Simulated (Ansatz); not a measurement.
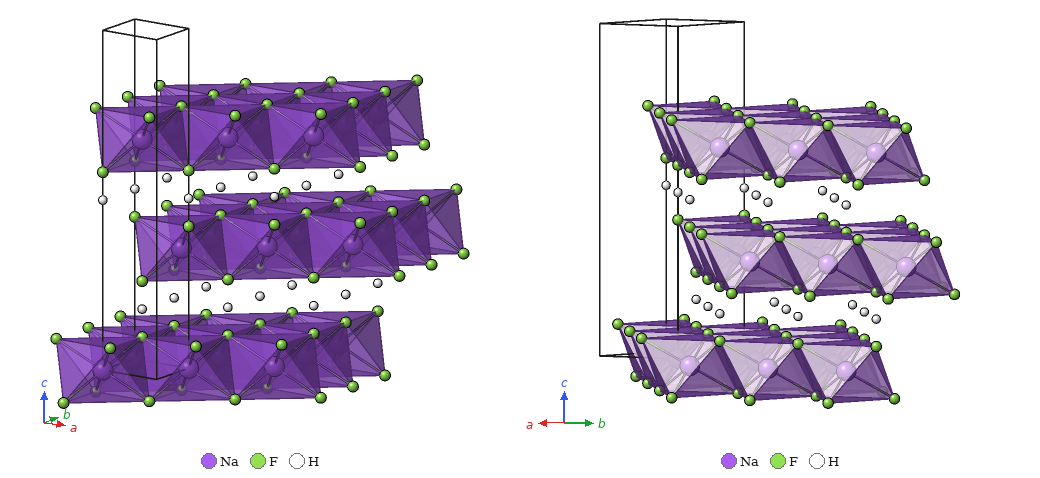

Polyhedra are drawn about Na (bonds: F–Na below 2.6 Å); other atoms are plain spheres. Two views of the same piece.

System NaHF2 (space group R-3m, No. 166); source of the atomic positions: a calculation's input that goes back to an entry of the Crystallography Open Database (an earlier step may have relaxed or displaced it).

Sharing among the drawn polyhedra:

| site | polyhedron | corner-sharing neighbours | edge-sharing | face-sharing | bond (Å) |
| --- | --- | --- | --- | --- | --- |
| Na | NaF6 octahedron | 0 | 6 | 0 | 2.32 |

They form layers of edge-sharing octahedra parallel to (001). Their corner atoms also have H as close neighbours (those links are not drawn).
